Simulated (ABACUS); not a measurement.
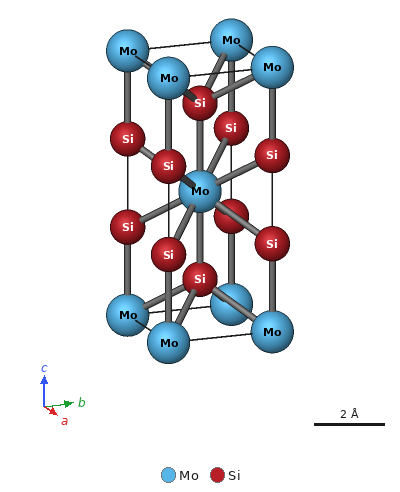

Figure 1. The structure (ball-and-stick view of the cell 2 times as large as that of the calculation, set on its symmetry axes, seen slightly off an axis). An atom can appear more than once, as a periodic image.

Single-point calculation of MoSi2 (part 1 of 2)

- system: MoSi2 (I4/mmm, 3 atoms in the cell)
- method: Kohn-Sham DFT of a periodic cell, PBEsol, PseudoDojo NC SR 0.4.1 PBEsol standard, no spin polarisation (ABACUS 3.10.1)

The structure derives from an entry of the Crystallography Open Database.

Output
```
ABACUS v3.10.1

               Atomic-orbital Based Ab-initio Computation at UStc

 ------------------------------------------------------------------------------------

 READING GENERAL INFORMATION
                           global_out_dir = OUT.Si2Mo/
                           global_in_card = INPUT
                               pseudo_dir = ./
                              orbital_dir =
                                    DSIZE = 4
                                    GSIZE = 1

 READING UNITCELL INFORMATION
                                    ntype = 2
                  lattice constant (Bohr) = 1.88973
              lattice constant (Angstrom) = 1

 READING ATOM TYPE 1
                               atom label = Mo
                      L=0, number of zeta = 1
                      L=1, number of zeta = 1
                      L=2, number of zeta = 1
             number of atom for this type = 1

 READING ATOM TYPE 2
                               atom label = Si
                      L=0, number of zeta = 1
                      L=1, number of zeta = 1
                      L=2, number of zeta = 1
             number of atom for this type = 2

                        TOTAL ATOM NUMBER = 3
DIRECT COORDINATES
    atom                   x                   y                   z     mag                  vx                  vy                  vz
taud_Mo1            0.0000000000        0.0000000000        0.0000000000  0.0000        0.0000000000        0.0000000000        0.0000000000
taud_Si1            0.6670000000        0.6670000000        0.0000000000  0.0000        0.0000000000        0.0000000000        0.0000000000
taud_Si2            0.3330000000        0.3330000000        0.0000000000  0.0000        0.0000000000        0.0000000000        0.0000000000

                          Volume (Bohr^3) = 271.609
                             Volume (A^3) = 40.2483

 Lattice vectors: (Cartesian coordinate: in unit of a_0)
                 -1.6                +1.6             +3.9305
                 +1.6                -1.6             +3.9305
                 +1.6                +1.6             -3.9305
 Reciprocal vectors: (Cartesian coordinate: in unit of 2 pi/a_0)
                   +0             +0.3125            +0.12721
              +0.3125                  +0            +0.12721
              +0.3125             +0.3125                  +0
 The esolver type has been set to : ksdft_pw

                PAO radial cut off (Bohr) = 7

 Read in pseudopotential file is Mo.upf
                     pseudopotential type = NC
          exchange-correlation functional = PBESOL
                 nonlocal core correction = 1
                        valence electrons = 14
                                     lmax = 2
                           number of zeta = 4
                     number of projectors = 6
                           L of projector = 0
                           L of projector = 0
                           L of projector = 1
                           L of projector = 1
                           L of projector = 2
                           L of projector = 2
                PAO radial cut off (Bohr) = 7

 Read in pseudopotential file is Si.upf
                     pseudopotential type = NC
          exchange-correlation functional = PBESOL
                 nonlocal core correction = 1
                        valence electrons = 4
                                     lmax = 2
                           number of zeta = 2
                     number of projectors = 6
                           L of projector = 0
                           L of projector = 0
                           L of projector = 1
                           L of projector = 1
                           L of projector = 2
                           L of projector = 2
     initial pseudo atomic orbital number = 18

 SETUP THE ELECTRONS NUMBER
            electron number of element Mo = 14
      total electron number of element Mo = 14
            electron number of element Si = 4
      total electron number of element Si = 8
            AUTOSET number of electrons:  = 22
                           occupied bands = 11
                                   NBANDS = 15
                                   NLOCAL = 27

%%%%%%%%%%%%%%%%%%%%%%%%%%%%%%%%%%%%%%%%%%%%%%%%%%%%%%%%%%%%%%%%%%%%%%%%%%%%%%%%%%%%%%%%%%%%%%%%%%%%%%%%%%
 Warning: the number of valence electrons in pseudopotential > 6 for Mo: [Kr] 4d5 5s1
 Pseudopotentials with additional electrons can yield (more) accurate outcomes, but may be less efficient.
 If you're confident that your chosen pseudopotential is appropriate, you can safely ignore this warning.
%%%%%%%%%%%%%%%%%%%%%%%%%%%%%%%%%%%%%%%%%%%%%%%%%%%%%%%%%%%%%%%%%%%%%%%%%%%%%%%%%%%%%%%%%%%%%%%%%%%%%%%%%%

 SETUP THE PLANE WAVE BASIS
 energy cutoff for charge/potential (unit:Ry) = 324
            fft grid for charge/potential = [ 50, 50, 50 ]
                        fft grid division = [ 1, 1, 1 ]
        big fft grid for charge/potential = [ 50, 50, 50 ]
                                     nbxx = 125000
                                     nrxx = 125000

 SETUP PLANE WAVES FOR CHARGE/POTENTIAL
                    number of plane waves = 26811
                         number of sticks = 1639

 PARALLEL PW FOR CHARGE/POTENTIAL
     PROC   COLUMNS(POT)             PW
        1           1639          26811
 --------------- sum -------------------
        1           1639          26811
                            number of |g| = 1703
                                  max |g| = 29.2962
                                  min |g| = 0

----------- Double Check Mixing Parameters Begin ------------
mixing_type: broyden
mixing_beta: 0.7
mixing_gg0: 1
mixing_gg0_min: 0.1
mixing_ndim: 8
----------- Double Check Mixing Parameters End ------------

 LATTICE VECTORS: (CARTESIAN COORDINATE: IN UNIT OF A0)
                 -1.6                +1.6             +3.9305
                 +1.6                -1.6             +3.9305
                 +1.6                +1.6             -3.9305
                       right hand lattice = 1
                                   NORM_A = 4.53529
                                   NORM_B = 4.53529
                                   NORM_C = 4.53529
                           ALPHA (DEGREE) = 138.684
                           BETA  (DEGREE) = 138.684
                           GAMMA (DEGREE) = 59.857

 The lattice vectors have been changed (STRU_SIMPLE.cif)

(for optimal symmetric configuration:)
                             BRAVAIS TYPE = 6
                     BRAVAIS LATTICE NAME = 06. Tetrogonal I (body-centered)
                                    ibrav = 6
                                    IBRAV = 6
                                  BRAVAIS = BODY CENTERED TETROGONAL CELL
                       LATTICE CONSTANT A = 3.2
                                C/A RATIO = 2.45656
Original cell was already a primitive cell.
                        ROTATION MATRICES = 16
              PURE POINT GROUP OPERATIONS = 16
                   SPACE GROUP OPERATIONS = 16
                              POINT GROUP = D_4h
               POINT GROUP IN SPACE GROUP = D_4h

 SETUP K-POINTS
                                    nspin = 1
                   Input type of k points = Monkhorst-Pack(Gamma)
                                   nkstot = 1728
                       right hand lattice = 1
(for reciprocal lattice: )
                             BRAVAIS TYPE = 6
                     BRAVAIS LATTICE NAME = 06. Tetrogonal I (body-centered)
                                    ibrav = 6
                       right hand lattice = 1
(for k-lattice: )
                             BRAVAIS TYPE = 6
                     BRAVAIS LATTICE NAME = 06. Tetrogonal I (body-centered)
                                    ibrav = 6
                       right hand lattice = 1
                        ROTATION MATRICES = 16
                               nkstot_ibz = 163
K-POINTS REDUCTION ACCORDING TO SYMMETRY
     IBZ    DIRECT_X    DIRECT_Y    DIRECT_Z  WEIGHT  ibz2bz
       1  0.00000000  0.00000000  0.00000000  0.0006       0
       2 -0.08333333  0.00000000  0.08333333  0.0046       1
       3 -0.16666667  0.00000000  0.16666667  0.0046       2
       4 -0.25000000  0.00000000  0.25000000  0.0046       3
       5 -0.33333333  0.00000000  0.33333333  0.0046       4
       6 -0.41666667  0.00000000  0.41666667  0.0046       5
       7  0.50000000  0.00000000  0.50000000  0.0023       6
       8  0.08333333  0.08333333 -0.16666667  0.0046      13
       9 -0.08333333 -0.16666667  0.25000000  0.0093      14
      10 -0.08333333 -0.25000000  0.33333333  0.0093      15
      11 -0.08333333 -0.33333333  0.41666667  0.0093      16
      12  0.41666667  0.08333333  0.50000000  0.0093      17
      13  0.50000000  0.08333333  0.41666667  0.0093      18
      14 -0.08333333  0.41666667 -0.33333333  0.0093      19
      15 -0.08333333  0.33333333 -0.25000000  0.0093      20
      16 -0.08333333  0.25000000 -0.16666667  0.0093      21
      17 -0.16666667  0.08333333  0.08333333  0.0093      22
      18 -0.08333333  0.08333333  0.00000000  0.0023      23
      19 -0.16666667 -0.16666667  0.33333333  0.0046      26
      20 -0.16666667 -0.25000000  0.41666667  0.0093      27
      21  0.33333333  0.16666667  0.50000000  0.0093      28
      22  0.41666667  0.16666667  0.41666667  0.0093      29
      23  0.50000000  0.16666667  0.33333333  0.0093      30
      24 -0.16666667  0.41666667 -0.25000000  0.0093      31
      25 -0.33333333  0.16666667  0.16666667  0.0093      32
      26 -0.16666667  0.25000000 -0.08333333  0.0093      33
      27 -0.16666667  0.16666667  0.00000000  0.0023      34
      28  0.25000000  0.25000000  0.50000000  0.0046      39
      29  0.33333333  0.25000000  0.41666667  0.0093      40
      30  0.41666667  0.25000000  0.33333333  0.0093      41
[... 133 further k points ...]

                               nkstot now = 163
[... K-POINTS DIRECT COORDINATES: 163 rows ...]

           k-point number in this process = 41
       minimum distributed K point number = 40
[... stars of the k points ...]

[... K-POINTS CARTESIAN COORDINATES: 41 rows ...]

[... K-POINTS DIRECT COORDINATES: 41 rows ...]

 SETUP PLANE WAVES FOR WAVE FUNCTIONS
     energy cutoff for wavefunc (unit:Ry) = 81
              fft grid for wave functions = [ 50, 50, 50 ]
                    number of plane waves = 4801
                         number of sticks = 517

 PARALLEL PW FOR WAVE FUNCTIONS
     PROC   COLUMNS(POT)             PW
        1            517           4801
 --------------- sum -------------------
        1            517           4801

 SETUP NONLOCAL PSEUDOPOTENTIALS IN PLANE WAVE BASIS
 Mo non-local projectors:
 projector 1 L=0
 projector 2 L=0
 projector 3 L=1
 projector 4 L=1
 projector 5 L=2
 projector 6 L=2
 Si non-local projectors:
 projector 1 L=0
 projector 2 L=0
 projector 3 L=1
 projector 4 L=1
 projector 5 L=2
 projector 6 L=2
      TOTAL NUMBER OF NONLOCAL PROJECTORS = 54

 Init Non-Local PseudoPotential table :
 Init Non-Local-Pseudopotential done.

                                     npwx = 3413

 Make real space PAO into reciprocal space.
       max mesh points in Pseudopotential = 701
     dq(describe PAO in reciprocal space) = 0.01
                                    max q = 1084

 number of pseudo atomic orbitals for Mo is 4
WARNING: norm of atomic wavefunction # 3 of atomic type Mo is 0.999077, renormalized
WARNING: norm of atomic wavefunction # 4 of atomic type Mo is 0.989366, renormalized

 number of pseudo atomic orbitals for Si is 2
WARNING: norm of atomic wavefunction # 1 of atomic type Si is 0.999877, renormalized
WARNING: norm of atomic wavefunction # 2 of atomic type Si is 0.99628, renormalized

 -------------------------------------------
 SELF-CONSISTENT
 -------------------------------------------
                                 init_chg = atomic

 PW ALGORITHM --------------- ION=   1  ELEC=   1--------------------------------

 Density error is 0.302287918182
                          Error Threshold = 0.01
----------------------------------------------------------
     Energy           Rydberg                 eV
----------------------------------------------------------
 E_KohnSham     -157.4769879388      -2142.5843398448
 E_Harris       -162.5565924121      -2211.6959042681
 E_Fermi        1.2291071581         16.7228608033
----------------------------------------------------------

 PW ALGORITHM --------------- ION=   1  ELEC=   2--------------------------------

 Density error is 0.612271534091
                          Error Threshold = 0.00137403599174
----------------------------------------------------------
     Energy           Rydberg                 eV
----------------------------------------------------------
 E_KohnSham     -157.4985502911      -2142.8777106980
 E_Harris       -150.4769128347      -2047.3434320011
 E_Fermi        1.1102087565         15.1051650574
----------------------------------------------------------

 PW ALGORITHM --------------- ION=   1  ELEC=   3--------------------------------

 Density error is 0.0081244453846
                          Error Threshold = 0.00137403599174
----------------------------------------------------------
     Energy           Rydberg                 eV
```
